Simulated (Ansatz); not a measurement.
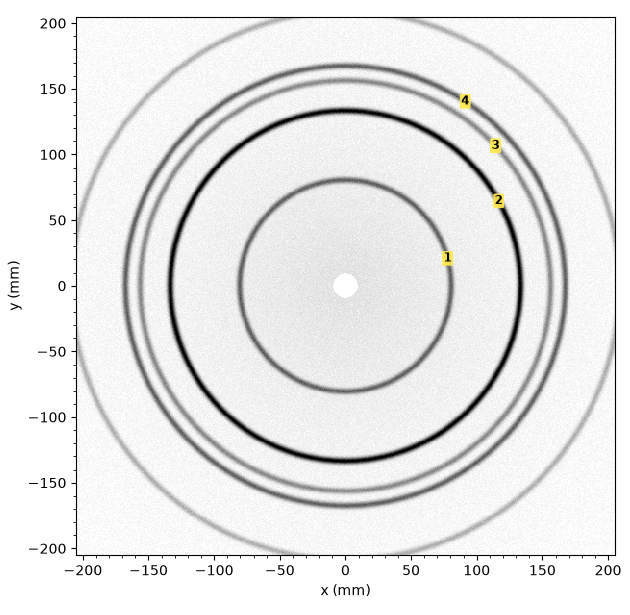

Simulated X-ray powder rings on a flat area detector normal to the beam: λ = 1.5406 Å, sample-to-detector distance 160 mm, axes in mm from the beam centre, for a mixture of two phases. Kinematic intensities with B = 0.3 Å² for all atoms, without absorption; brightness goes as intensity to the power 0.6, clipped at the top, with counting noise. Reflections closer than the ring width show as one ring.

Phase I: Pt (Fd-3m), a = 5.775 Å, b = 5.775 Å, c = 5.775 Å, α = 90.00°, β = 90.00°, γ = 90.00°; the geometry relaxed with DFT PBE, scalar-relativistic, plane waves, PAW in Ansatz 0.2.0; the starting structure was generated, so it need not be a known form of this composition.
Phase II: Pt (Fm-3m), a = 3.918 Å, b = 3.918 Å, c = 3.918 Å, α = 90.00°, β = 90.00°, γ = 90.00°; the geometry relaxed with DFT PBEsol, scalar-relativistic, plane waves, PAW in Ansatz 0.2.0; the starting structure was generated, so it need not be a known form of this composition.
Volume fractions 0.4 and 0.6.

**Assign each numbered ring to its phase and index it.**

```json
{"ring": "1", "radius": "80.5 mm", "d (Å)": "3.33", "phase": "I", "hkl": "111"}
{"ring": "2", "radius": "133.4 mm", "d (Å)": "2.26", "phase": "II", "hkl": "111"}
{"ring": "3", "radius": "156.3 mm", "d (Å)": "2.04", "phase": "I", "hkl": "220"}
{"ring": "4", "radius": "167.5 mm", "d (Å)": "1.959", "phase": "II", "hkl": "200"}
```
